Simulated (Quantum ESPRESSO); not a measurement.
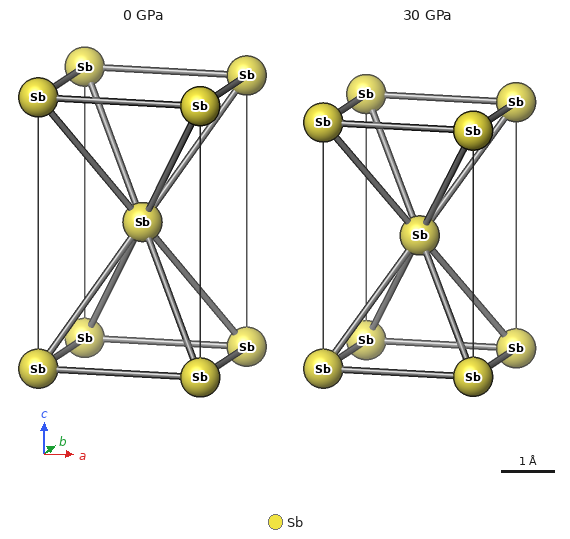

Solid Sb (set up in I4/mmm), relaxed (cell and atoms) at several target pressures. The picture shows the first and the last member. A ball-and-stick model of the conventional cell (2 times the calculation's cell), seen slightly off an axis. Lengths and directions refer to the drawn axes.

Computed with Quantum ESPRESSO 7.5: PBEsol, GBRV 1.5 PBEsol. Settings: plane-wave cutoff 707.5 eV; k-point mesh 12 × 12 × 12; occupations fermi-dirac; smearing width 0.05 eV; no spin polarisation.

```
pressure (GPa)  volume (Å³/atom)  a (Å)  c (Å)
             0            26.352  3.179  5.214
             2            25.638  3.154  5.155
             5                 ?      ?      ?
            10            23.520  3.075  4.975
            20            21.739  3.003  4.820
            30            20.470  2.941  4.732
```

Question: One row is withheld. What does the calculation give there?

Answer: Murnaghan's form V = V₀(1 + B′P/B₀)^(−1/B′), with V₀ = 26.352 Å³ from the row at zero pressure, fits the other rows with B₀ = 69.8 GPa and B′ = 3.89 (largest miss 0.008 Å³). At 5 GPa it gives 26.352 × (1 + 3.89 × 5/69.8)^(−1/3.89) = 24.738 Å³ per atom. The calculation gives 24.734 Å³/atom (a = 3.121 Å, c = 5.079 Å). The estimate is 0.004 Å³/atom too high. From the first member to the last: Sb–Sb 3.443 → 3.150 Å, Sb–Sb 3.179 → 2.941 Å.

The whole series:

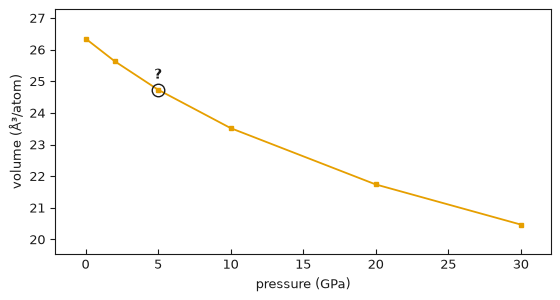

Each member starts from this one structure; whether another phase lies lower wasn't checked.
